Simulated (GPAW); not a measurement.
# As K-edge XANES of zinc-blende (GaAs)₁₋ₓ(AlAs)ₓ at x = 0.25, part 2 of 2

What does the As K edge look like in zinc-blende (GaAs)₁₋ₓ(AlAs)ₓ at x = 0.25?

GPAW 26.7.0; X-ray absorption from dipole matrix elements to empty bands, plane-wave PAW PBE.

So far. Step 3 (Ground state of the crystal): The mesh shows a gap of 0.81 eV. The excited electron is kept all the same, so that all members of the series, with or without a gap, are treated alike.

### Step 5. Spectrum with XCH, As atom 6

The holes are 8.0 Å apart. In GPAW the data set carries the hole's charge, so charge=0 means a charged cell and charge=-1 a neutral one. The excited electron is kept in the cell, where it fills the lowest empty states and screens the hole. After the field has converged, empty bands are computed with the density fixed and the dipole matrix elements are summed.

The absorber has 1 Al at 2.44 Å and 3 Ga at 2.45 Å (tetrahedral).

xas.py

```python
import numpy as np
from ase import Atoms
from ase.parallel import parprint, paropen
from gpaw import GPAW, PW, FermiDirac, Mixer, MixerDif, setup_paths
from gpaw.test import gen
setup_paths.insert(0, '.')
gen('As', name='fch1s', xcname='PBE', corehole=(1, 0, 1), write_xml=True)
from gpaw.mpi import world
world.barrier()

atoms = Atoms('AlAsAlAsGaAsGaAsGaAsGaAsGaAsGaAs',
    cell=[[0, 5.655, 5.655],
     [5.655, 0, 5.655],
     [5.655, 5.655, 0]],
    scaled_positions=[[0.9972783, 0.0001708, 0.9984783],
     [0.1222425, 0.1234614, 0.1237104],
     [0.0015976, 0.0002401, 0.4970674],
     [0.1238599, 0.1231511, 0.6251183],
     [0.0004449, 0.4993184, 0.0014746],
     [0.1260508, 0.6264924, 0.1241877],
     [0.0020584, 0.4989583, 0.4998596],
     [0.1240839, 0.626728, 0.6255558],
     [0.4978313, 0.0008121, 0.9990461],
     [0.6240597, 0.1229917, 0.1267601],
     [0.4998608, 0.9977244, 0.5023197],
     [0.6276593, 0.1241808, 0.6236677],
     [0.5017442, 0.4982757, 0.0003351],
     [0.6252791, 0.6251582, 0.1249334],
     [0.4992386, 0.4996082, 0.5001733],
     [0.6265816, 0.6226001, 0.6253032]],
    pbc=True)
atoms.calc = calc = GPAW(legacy_gpaw=True, mode=PW(400, force_complex_dtype=True), xc='PBE', setups={5: 'fch1s'},
    kpts={'size': (3, 3, 3), 'gamma': True}, occupations=FermiDirac(0.04),
    charge=-1, mixer=Mixer(0.1, 5, 50), maxiter=150,
    convergence={'density': 0.0001, 'eigenstates': 1e-6}, txt='scf.txt')
energy = atoms.get_potential_energy() + calc.get_reference_energy()
ef = calc.get_fermi_level()
out = dict(energy=energy, fermi=ef, forces=atoms.get_forces().tolist())
parprint(f'all-electron energy {energy:.4f} eV, Fermi level {ef:.4f} eV')
ev = np.array([[calc.get_eigenvalues(k, s) for k in range(len(calc.get_ibz_k_points()))] for s in range(calc.get_number_of_spins())])
out['homo'], out['lumo'], out['counts'] = ev[ev < ef].max(), ev[ev > ef].min(), sorted(set((ev < ef).sum((0, 2)).tolist()))
out['filled'] = (ev[:, 0] < ef).sum(1).tolist()

from ase.units import Ha
from gpaw.xas import dipole_matrix_elements
nb = int(calc.get_number_of_electrons() / 2) + 185
top, nb = nb, nb + 8 + nb // 12
nscf = calc.fixed_density(kpts={'size': (4, 4, 4), 'gamma': True}, nbands=nb,
    convergence={'bands': top, 'eigenstates': 5e-3}, maxiter=60, txt='nscf.txt')
cell = atoms.cell.array
ops = [cell.T @ U.T @ np.linalg.inv(cell.T) for U in nscf.wfs.kd.symmetry.op_scc]
filled = [32]  # bands filled in the ground state, by spin
E = np.arange(-6, 30, 0.1)
fwhm = np.interp(E, [4, 25], [2.14, 3.5])
Y, X, zero, highest = 0, 0, 1e9, 1e9
for spin in range(nscf.get_number_of_spins()):
    wfs = nscf.wfs
    mine = wfs.bd.get_slice()  # this rank's bands
    A = dipole_matrix_elements(wfs.setups[5])
    eps = np.zeros((wfs.kd.nibzkpts, nb))
    d = np.zeros((3, A.shape[1], wfs.kd.nibzkpts, nb), complex)
    for kpt in wfs.kpt_u:
        if kpt.s == spin and 5 in kpt.P_ani:
            eps[kpt.k, mine] = kpt.eps_n * Ha
            d[:, :, kpt.k, mine] = (kpt.weight * wfs.nspins / 2) ** 0.5 * np.inner(A, kpt.P_ani[5])
    world.sum(eps)
    world.sum(d)
    T = np.einsum('amkn,bmkn->abkn', d, d.conj()).real
    T = sum(np.einsum('ai,ijkn,bj->abkn', R, T, R) for R in ops) / len(ops)
    empty = np.ones_like(eps, bool) & (np.arange(nb) >= filled[spin])
    zero, highest = min(zero, eps[empty].min()), min(highest, eps[:, top - 1].min())
    lines = [(eps, T, empty)] if spin == 0 else lines + [(eps, T, empty)]
for eps, T, empty in lines:
    f = np.einsum('aakn->akn', T).reshape(3, -1)
    x = eps.ravel() - zero
    w = np.interp(x, E, fwhm) / 2.35482
    g = np.exp(-0.5 * ((E[:, None] - x) / w) ** 2) / (w * (2 * np.pi) ** 0.5)
    Y = Y + (f * empty.ravel()) @ g.T
    X = X + (f * ~empty.ravel()) @ g.T
out.update(E=E.round(2).tolist(), xas=Y.tolist(), xes=X.tolist(), zero=zero, valid=highest - zero, nk=len(eps), nb=nb)
for i in range(0, len(E), 10):
    parprint(f'{E[i]:7.2f}', *(f'{v:10.3e}' for v in Y[:, i]))
import json
with paropen('out.json', 'w') as f:
    json.dump(out, f)
```

Run with:

```console
$ OMP_NUM_THREADS=1 mpirun -n 4 gpaw python xas.py
```

Numbers of over 12 decimals in the logs are rounded to 6 here.

The program printed:

```text
Input parameters:
  charge: -1
  convergence: {density: 0.0001,
                eigenstates: 1e-06}
  kpts: {gamma: True,
         size: (3, 3, 3)}
  maxiter: 150
  mixer: {backend: pulay,
          beta: 0.1,
          method: separate,
          nmaxold: 5,
          weight: 50}
  mode: {ecut: 400.0,
         force_complex_dtype: True,
         name: pw}
  occupations: {fixmagmom: False,
                name: fermi-dirac,
                width: 0.04}
  setups: {5: fch1s}
  xc: PBE

Initialize ...

[... PAW data sets ...]

Reference energy: -810627.060222  # eV

Spin-paired calculation

[... convergence settings ...]
Symmetries present (total): 1
  [... symmetry matrices ...]

27 k-points: 3 x 3 x 3 Monkhorst-Pack grid
14 k-points in the irreducible part of the Brillouin zone
       k-points in crystal coordinates                weights
   0:     0.00000000    0.00000000    0.00000000          1/27
   1:     0.00000000    0.00000000    0.33333333          2/27
   2:     0.00000000    0.33333333   -0.33333333          2/27
   3:     0.00000000    0.33333333    0.00000000          2/27
   4:     0.00000000    0.33333333    0.33333333          2/27
   5:     0.33333333   -0.33333333   -0.33333333          2/27
   6:     0.33333333   -0.33333333    0.00000000          2/27
   7:     0.33333333   -0.33333333    0.33333333          2/27
   8:     0.33333333    0.00000000   -0.33333333          2/27
   9:     0.33333333    0.00000000    0.00000000          2/27
          ...
  13:     0.33333333    0.33333333    0.33333333          2/27

Wave functions: Plane wave expansion
  Cutoff energy: 400.000 eV
  Number of coefficients (min, max): 6534, 6615
  Pulay-stress correction: 0.000000 eV/Ang^3 (de/decut=0.000000)
  Using FFTW library
  Wavefunction extrapolation:
    Improved wavefunction reuse through dual PAW basis

Occupation numbers: Fermi-Dirac:
  width: 0.0400  # eV

Eigensolver
   Davidson(niter=2)

Densities:
  Coarse grid: 40*40*40 grid
  Fine grid: 80*80*80 grid
  Total Charge: 0.000000

Density mixing:
  Method: separate
  Backend: pulay
  Linear mixing parameter: 0.1
  old densities: 5
  Width of damping distribution: 1.1
  Damping of long wavelength oscillations: 50

[... Hamiltonian set-up ...]
Number of atoms: 16
Number of atomic orbitals: 64
Number of bands in calculation: 43
Number of valence electrons: 65
Bands to converge: occupied

... initialized

Initializing position-dependent things.

Density initialized from atomic densities
Creating initial wave functions:
  43 bands from LCAO basis set

                        Al  Ga
                         As
                As
                     Ga
                  As
            Ga        Ga
          As           As
               As
                   Ga
                As
           Ga
        As
            Al

Atomic positions and initial magnetic moments

Positions:
   0 Al     5.647361   11.286004    5.640575    ( 0.0000,  0.0000,  0.0000)
   1 As     1.397757    1.390864    1.389456    ( 0.0000,  0.0000,  0.0000)
   2 Al     2.812274    2.819951    0.010392    ( 0.0000,  0.0000,  0.0000)
   3 As     4.231463    4.235472    1.396847    ( 0.0000,  0.0000,  0.0000)
   4 Ga     2.831984    0.010855    2.826161    ( 0.0000,  0.0000,  0.0000)
   5 As     4.245096    1.415099    4.255632    ( 0.0000,  0.0000,  0.0000)
   6 Ga     5.648315    2.838346    2.833249    ( 0.0000,  0.0000,  0.0000)
[...]
13 As     4.241768    4.242452    7.071223    ( 0.0000,  0.0000,  0.0000)
  14 Ga     5.653764    5.651674    5.648479    ( 0.0000,  0.0000,  0.0000)
  15 As     7.056893    7.079409    7.064123    ( 0.0000,  0.0000,  0.0000)

Unit cell:
           periodic     x           y           z      points  spacing
  1. axis:    yes    0.000000    5.655000    5.655000    40     0.1632
  2. axis:    yes    5.655000    0.000000    5.655000    40     0.1632
  3. axis:    yes    5.655000    5.655000    0.000000    40     0.1632

  Lengths:   7.997378   7.997378   7.997378
  Angles:   60.000000  60.000000  60.000000

Effective grid spacing dv^(1/3) = 0.1781

iter:   1   -80.073743
iter:   2   -78.747850   -2.09  -0.84
iter:   3   -77.236421   -1.43  -0.90
iter:   4   -77.315860   -2.13  -1.17
iter:   5   -77.183717   -2.55  -1.26
iter:   6   -77.207005   -2.50  -1.81
iter:   7   -77.150933   -3.03  -2.01
iter:   8   -77.151693   -4.49  -2.64
iter:   9   -77.150297c  -4.62  -2.64
iter:  10   -77.150261c  -5.57  -3.00
iter:  11   -77.150242c  -5.68  -3.10
iter:  12   -77.150199c  -6.04c -3.31
iter:  13   -77.150197c  -7.19c -3.46
iter:  14   -77.150203c  -6.76c -3.53
iter:  15   -77.150205c  -7.34c -3.70
iter:  16   -77.150207c  -7.14c -3.78
iter:  17   -77.150205c  -8.17c -3.91
iter:  18   -77.150204c  -8.22c -3.99
iter:  19   -77.150204c  -8.53c -4.22c

Converged after 19 iterations.

Dipole moment: (-27.423784, -28.162786, -27.838588) |e|*Ang

Energy contributions relative to reference atoms: (reference = -810627.060222)

Kinetic:       +226.011112
Potential:     -203.846082
External:        +0.000000
XC:             -99.347923
Entropy (-ST):   -0.011881
Local:           +0.038629
SIC:             +0.000000
--------------------------
Free energy:    -77.156145
Extrapolated:   -77.150204

Showing only first 2 kpts
 Kpt  Band  Eigenvalues  Occupancy
  0    30      4.71365    2.00000
  0    31      4.72827    2.00000
  0    32      5.09564    2.00000
  0    33      5.78365    1.99991

  1    30      4.38230    2.00000
  1    31      4.40216    2.00000
  1    32      5.90855    1.99794
[...]
Fermi level: 6.18361

No gap
No difference between direct/indirect transitions

Forces in eV/Ang:
  0 Al    0.33480   -0.32897    0.30325
  1 As   -0.00899    0.14401   -0.03338
  2 Al    0.04301   -0.04157   -0.11677
  3 As   -0.11089    0.04835   -0.03504
  4 Ga   -0.48117   -0.61044   -0.49436
  5 As    0.20880   -0.22048    0.18224
  6 Ga    0.60020    0.46498   -0.50550
[...]
13 As    0.12951   -0.00549    0.02162
 14 Ga   -0.03129    0.03880    0.00205
 15 As   -0.00450   -0.12825    0.02856
Scalar-relativistic atomic PBE calculation for As (Arsenic, Z=33)
Core hole in 1s state (1s occupation: 1.0)
600 radial gridpoints.
|------------------------------------------------|
|------------------------------------------------|
[... the atom generator's iteration count ...]

Energy contributions:
-------------------------
Kinetic:    +1851.248669
XC:           -73.531634
Potential:  -3600.166259
-------------------------
Total:      -1822.449223

state      eigenvalue         ekin         rmax
-----------------------------------------------
1s^1.0 :  -445.263957   560.000236        0.030
2s^2.0 :   -58.288052   111.893877        0.167
2p^6.0 :   -52.217924   110.227557        0.132
3s^2.0 :    -8.061247    26.339154        0.508
3p^6.0 :    -5.996830    24.149555        0.501
3d^10.0:    -2.360744    19.310469        0.452
4s^2.0 :    -0.971867     3.776914        1.511
4p^3.0 :    -0.567835     2.620394        1.753
-----------------------------------------------
(units: Bohr and Hartree)

Generating PAW setup
Kinetic energy of the core from tauc = 1855.494658136941
Cutoffs:
rc(s)=2.000
rc(p)=2.000
rc(d)=2.000
rc(vbar)=1.800
rc(comp)=2.000
rc(nct)=2.000

Kinetic energy of the core states: 1835.833659
Charge: 1.0
Core electrons: 27.0
Valence electrons: 5.0
Pseudo-core charge: 0.751850
Shape function alpha=2.500
Pseudo-electron charge 6.366203
state    eigenvalue         norm
--------------------------------
4s(2) :    -0.971867     1.258173
*s    :     0.028133
4p(3) :    -0.567835     1.032669
*p    :     0.432165
*d    :     0.000000
--------------------------------

Diagonalizing with gridspacing h=0.050

state   all-electron     PAW
-------------------------------
4s:      -0.971867    -0.972276
4p:      -0.567835    -0.568225
*d:                   -0.128592
*f:                   -0.019690
-------------------------------
all-electron energy -810704.2104 eV, Fermi level 6.1836 eV
[...]
27.00  1.035e-07  1.030e-07  1.035e-07
  28.00  8.058e-08  8.005e-08  8.059e-08
  29.00  6.172e-08  6.139e-08  6.175e-08
```

It took 4.9 min on 4 MPI ranks of Arm Neoverse V2, shared host; peak memory 0.71 GiB.

The As K spectrum, As atom 6, excited-electron core hole (neutral cell) (energy from the bottom of the conduction band, which holds the excited electron; intensity scaled to a mean of 1 over the first 20 eV):

```
E (eV)  intensity
  -2.0       0.00
  -0.5       0.08
   1.0       0.70
   2.5       1.13
   4.0       1.43
   5.5       1.31
   7.0       1.31
   8.5       1.19
  10.0       0.96
  11.5       0.81
  13.0       0.87
  14.5       0.82
  16.0       0.76
  17.5       0.89
  19.0       0.91
  20.5       0.90
  22.0       0.90
  23.5       0.89
  25.0       1.05
  26.5       1.02
```

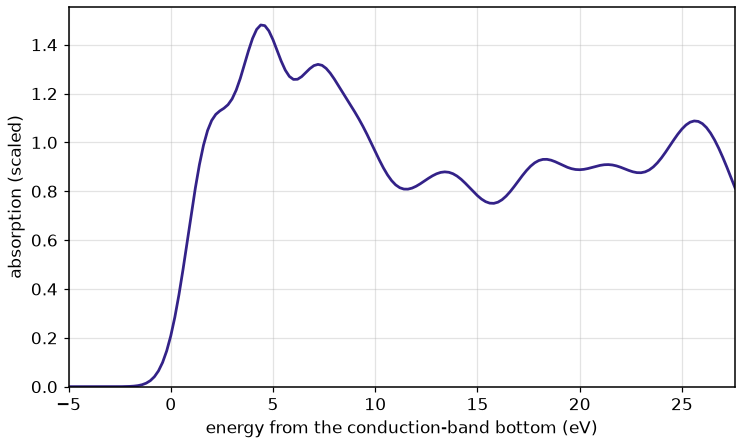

The As K edge, As atom 6, excited-electron core hole (neutral cell): main maxima at 4.4, 7.2 and 25.6 eV.

Main maxima below 27 eV (height): 4.4 eV (1.48), 7.2 eV (1.32), 13.4 eV (0.88), 18.4 eV (0.93) and 25.6 eV (1.09). A K edge sees empty p states on the absorber.

The energy difference (zero at 11902 eV) isn't read as a photon energy: for so heavy an absorber the terms left out (the hole's spin, the functional's error) amount to tens of eV or more.

### Step 6. Cell without a hole, the energy reference

The absorbing element, whose data set is made anew, changes for the next run, so it gets a reference energy of its own.

scf.py

```python
import numpy as np
from ase import Atoms
from ase.parallel import parprint, paropen
from gpaw import GPAW, PW, FermiDirac, Mixer, MixerDif, setup_paths
from gpaw.test import gen
setup_paths.insert(0, '.')
gen('Ga', name='nch1s', xcname='PBE', corehole=(1, 0, 0), write_xml=True)
from gpaw.mpi import world
world.barrier()

atoms = Atoms('AlAsAlAsGaAsGaAsGaAsGaAsGaAsGaAs',
    cell=[[0, 5.655, 5.655],
     [5.655, 0, 5.655],
     [5.655, 5.655, 0]],
    scaled_positions=[[0.9972783, 0.0001708, 0.9984783],
     [0.1222425, 0.1234614, 0.1237104],
     [0.0015976, 0.0002401, 0.4970674],
     [0.1238599, 0.1231511, 0.6251183],
     [0.0004449, 0.4993184, 0.0014746],
     [0.1260508, 0.6264924, 0.1241877],
     [0.0020584, 0.4989583, 0.4998596],
     [0.1240839, 0.626728, 0.6255558],
     [0.4978313, 0.0008121, 0.9990461],
     [0.6240597, 0.1229917, 0.1267601],
     [0.4998608, 0.9977244, 0.5023197],
     [0.6276593, 0.1241808, 0.6236677],
     [0.5017442, 0.4982757, 0.0003351],
     [0.6252791, 0.6251582, 0.1249334],
     [0.4992386, 0.4996082, 0.5001733],
     [0.6265816, 0.6226001, 0.6253032]],
    pbc=True)
atoms.calc = calc = GPAW(legacy_gpaw=True, mode=PW(400, force_complex_dtype=True), xc='PBE', setups={4: 'nch1s'},
    kpts={'size': (3, 3, 3), 'gamma': True}, occupations=FermiDirac(0.02),
    charge=0, mixer=Mixer(0.1, 5, 50), maxiter=150,
    convergence={'density': 0.0001, 'eigenstates': 1e-6}, txt='scf.txt')
energy = atoms.get_potential_energy() + calc.get_reference_energy()
ef = calc.get_fermi_level()
out = dict(energy=energy, fermi=ef, forces=atoms.get_forces().tolist())
parprint(f'all-electron energy {energy:.4f} eV, Fermi level {ef:.4f} eV')
ev = np.array([[calc.get_eigenvalues(k, s) for k in range(len(calc.get_ibz_k_points()))] for s in range(calc.get_number_of_spins())])
out['homo'], out['lumo'], out['counts'] = ev[ev < ef].max(), ev[ev > ef].min(), sorted(set((ev < ef).sum((0, 2)).tolist()))
out['filled'] = (ev[:, 0] < ef).sum(1).tolist()
import json
with paropen('out.json', 'w') as f:
    json.dump(out, f)
```

Run with:

```console
$ OMP_NUM_THREADS=1 mpirun -n 4 gpaw python scf.py
```

The program printed:

```text
Input parameters:
  convergence: {density: 0.0001,
                eigenstates: 1e-06}
  kpts: {gamma: True,
         size: (3, 3, 3)}
  maxiter: 150
  mixer: {backend: pulay,
          beta: 0.1,
          method: separate,
          nmaxold: 5,
          weight: 50}
  mode: {ecut: 400.0,
         force_complex_dtype: True,
         name: pw}
  occupations: {fixmagmom: False,
                name: fermi-dirac,
[...]
4s(2) :    -0.328732     1.135119
*s    :     0.671268
4p(1) :    -0.094810     1.011555
*p    :     0.905190
*d    :     0.000000
--------------------------------

Diagonalizing with gridspacing h=0.050

state   all-electron     PAW
-------------------------------
4s:      -0.328732    -0.328886
4p:      -0.094810    -0.094897
*d:                    0.028969
*f:                    0.063419
-------------------------------
all-electron energy -822606.5669 eV, Fermi level 5.1946 eV
[key lines of the parts left out:]
Converged after 16 iterations.
Dipole moment: (-27.029129, -27.326234, -27.425302) |e|*Ang
Free energy:    -67.901700
Fermi level: 5.19458
```

The job ended after 34 s (4 MPI ranks; peak memory 0.32 GiB; 2.3 min of CPU time).

Reference energy: -822606.567 eV with the cores included.

### Step 7. Spectrum with XCH, Ga atom 5

The holes are 8.0 Å apart. The excited electron is kept in the cell, where it fills the lowest empty states and screens the hole. After the field has converged, empty bands are computed with the density fixed and the dipole matrix elements are summed.

The absorber has 4 As at 2.45 Å (tetrahedral).

xas.py: that of step 5 with these lines changed.

```diff
@@ -6,3 +6,3 @@
 setup_paths.insert(0, '.')
-gen('As', name='fch1s', xcname='PBE', corehole=(1, 0, 1), write_xml=True)
+gen('Ga', name='fch1s', xcname='PBE', corehole=(1, 0, 1), write_xml=True)
 from gpaw.mpi import world
@@ -31,3 +31,3 @@
     pbc=True)
-atoms.calc = calc = GPAW(legacy_gpaw=True, mode=PW(400, force_complex_dtype=True), xc='PBE', setups={5: 'fch1s'},
+atoms.calc = calc = GPAW(legacy_gpaw=True, mode=PW(400, force_complex_dtype=True), xc='PBE', setups={4: 'fch1s'},
     kpts={'size': (3, 3, 3), 'gamma': True}, occupations=FermiDirac(0.04),
@@ -53,3 +53,3 @@
 E = np.arange(-6, 30, 0.1)
-fwhm = np.interp(E, [4, 25], [2.14, 3.5])
+fwhm = np.interp(E, [4, 25], [1.82, 3.5])
 Y, X, zero, highest = 0, 0, 1e9, 1e9
@@ -58,3 +58,3 @@
     mine = wfs.bd.get_slice()  # this rank's bands
-    A = dipole_matrix_elements(wfs.setups[5])
+    A = dipole_matrix_elements(wfs.setups[4])
     eps = np.zeros((wfs.kd.nibzkpts, nb))
@@ -62,5 +62,5 @@
     for kpt in wfs.kpt_u:
-        if kpt.s == spin and 5 in kpt.P_ani:
+        if kpt.s == spin and 4 in kpt.P_ani:
             eps[kpt.k, mine] = kpt.eps_n * Ha
-            d[:, :, kpt.k, mine] = (kpt.weight * wfs.nspins / 2) ** 0.5 * np.inner(A, kpt.P_ani[5])
+            d[:, :, kpt.k, mine] = (kpt.weight * wfs.nspins / 2) ** 0.5 * np.inner(A, kpt.P_ani[4])
     world.sum(eps)
```

Run with:

```console
$ OMP_NUM_THREADS=1 mpirun -n 4 gpaw python xas.py
```

The program printed:

```text
Input parameters:
  charge: -1
  convergence: {density: 0.0001,
                eigenstates: 1e-06}
  kpts: {gamma: True,
         size: (3, 3, 3)}
  maxiter: 150
  mixer: {backend: pulay,
          beta: 0.1,
          method: separate,
          nmaxold: 5,
          weight: 50}
  mode: {ecut: 400.0,
         force_complex_dtype: True,
         name: pw}
  occupations: {fixmagmom: False,
[...]
*p    :     0.585016
*d    :     0.000000
--------------------------------

Diagonalizing with gridspacing h=0.050

state   all-electron     PAW
-------------------------------
4s:      -0.719303    -0.719529
4p:      -0.414984    -0.415179
*d:                   -0.111571
*f:                   -0.022852
-------------------------------
all-electron energy -812205.0919 eV, Fermi level 6.0756 eV
[...]
28.00  1.206e-07  1.206e-07  1.185e-07
  29.00  1.227e-07  1.227e-07  1.203e-07
[key lines of the parts left out:]
Converged after 17 iterations.
Dipole moment: (-27.203451, -27.601843, -27.606775) |e|*Ang
Free energy:    -75.868138
Fermi level: 6.07555
```

Run time: 4.8 min. Hardware: 4 MPI ranks; peak memory 0.71 GiB.

The Ga K spectrum, Ga atom 5, excited-electron core hole (neutral cell) (energy from the bottom of the conduction band, which holds the excited electron; intensity scaled to a mean of 1 over the first 20 eV):

```
E (eV)  isotropic  ε ∥ x  ε ∥ z
  -2.0       0.00   0.00   0.00
  -0.5       0.03   0.03   0.03
   1.0       0.43   0.43   0.42
   2.5       1.20   1.21   1.16
   4.0       1.89   1.87   1.93
   5.5       1.37   1.35   1.42
   7.0       0.99   1.01   0.97
   8.5       0.90   0.93   0.85
  10.0       0.92   0.93   0.90
  11.5       1.16   1.15   1.19
  13.0       1.16   1.16   1.17
  14.5       0.87   0.86   0.87
  16.0       0.68   0.68   0.70
  17.5       0.76   0.75   0.77
  19.0       0.80   0.80   0.80
  20.5       0.74   0.74   0.74
  22.0       0.74   0.74   0.74
  23.5       0.72   0.72   0.72
  25.0       0.71   0.71   0.71
  26.5       0.75   0.75   0.75
```

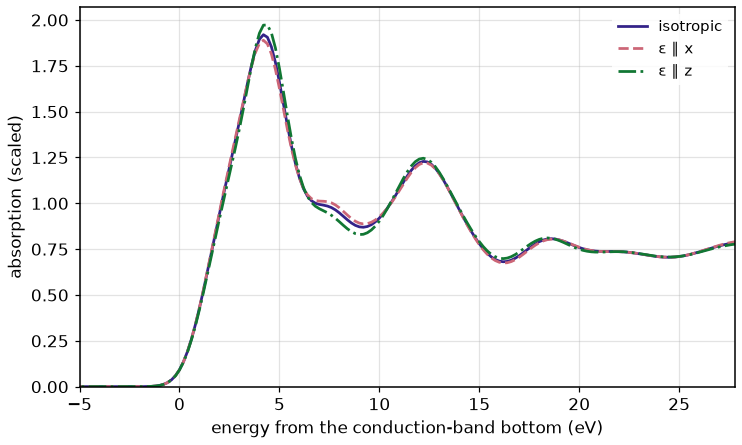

The Ga K edge, Ga atom 5, excited-electron core hole (neutral cell): main maxima at 4.2, 12.2 and 18.6 eV.

Main maxima below 27 eV (height): 4.2 eV (1.92), 12.2 eV (1.23) and 18.6 eV (0.81). 

The energy difference (zero at 10401 eV) isn't read as a photon energy: for so heavy an absorber the terms left out (the hole's spin, the functional's error) amount to tens of eV or more.

### Step 8. Outcome

```yaml
absorber_and_edge: As K, atom 6 of the ground-state input (counted from 1)
surroundings: 1 Al at 2.44 Å and 3 Ga at 2.45 Å (tetrahedral)
highest_intensity_below_24_ev: 4.4 eV above the zero, height 1.48
```

The As K edge of atom 6, with 1 Al at 2.44 Å and 3 Ga at 2.45 Å (tetrahedral), has its highest intensity of the first 24 eV at 4.4 eV above the zero, 1.5 times the mean level of the first 20 eV (Gaussian full width 2.14 eV up to 4 eV, rising linearly to 3.5 eV at 25 eV). The script folds with a Gaussian, whereas the core hole's own line is a Lorentzian, so the onset is too steep and the first peak too high.

[Banner, clock and machine lines of the logs are left out without a mark of their own.]

[Logs are printed without paths, hosts, clocks, repeated set-up lines and the standing remarks that a program may print on its own settings, such as how far it seeks lower states.]

[Hosts, paths, dates, database ids (printed as entryN), source tags and the programs' standing remarks are cut or masked in the printed files.]

[Lists of maxima count a maximum above −3 eV only where it reaches 4 % of the highest in the window and stands out from its surroundings by 2 % of it (1.5 % where it reaches 55 %); shoulders and weaker maxima are passed over, and of the rest the first, up to two pre-edge ones and the few strongest are named.]
